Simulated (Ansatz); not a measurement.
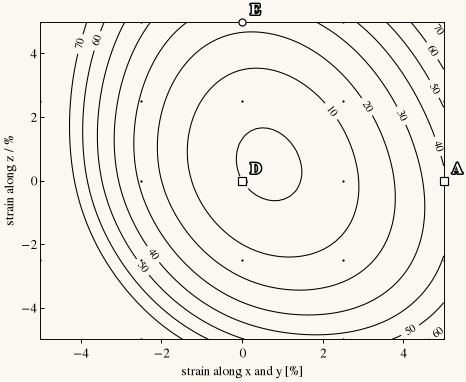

Si (P6/mmm, No. 191; 1 atom in the cell). The cell is strained homogeneously, by one strain along x and y and another along z, with fractional coordinates fixed (x along [1 0 0], z along [0 0 1] of the conventional cell). The first coordinate is: strain along x and y; the second: strain along z. The scan uses a 5 × 5 grid. Points are written as (first, second). Energies: meV/atom, counted from the lowest grid point. The reference cell is the one listed in the database, not relaxed at this level. All numbers below come from DFT r2SCAN, scalar-relativistic, plane waves, PAW in Ansatz. Settings: cutoff 500 eV, k-mesh 24×24×20 in the order of the run's cell vectors, gaussian smearing 0.15 eV, no spin polarisation.

In the figure: contour lines labelled in meV/atom (none above 70), dots at the grid points, lettered points. Between grid points the surface is interpolated.

Q: Is D the lowest point of the computed grid?

A: Yes. D, at (0.0 %, 0.0 %), has the lowest energy of the grid.

Q: Rank the lettered points by energy, lowest first.

A: D (0 meV/atom), E (23 meV/atom), A (39 meV/atom).
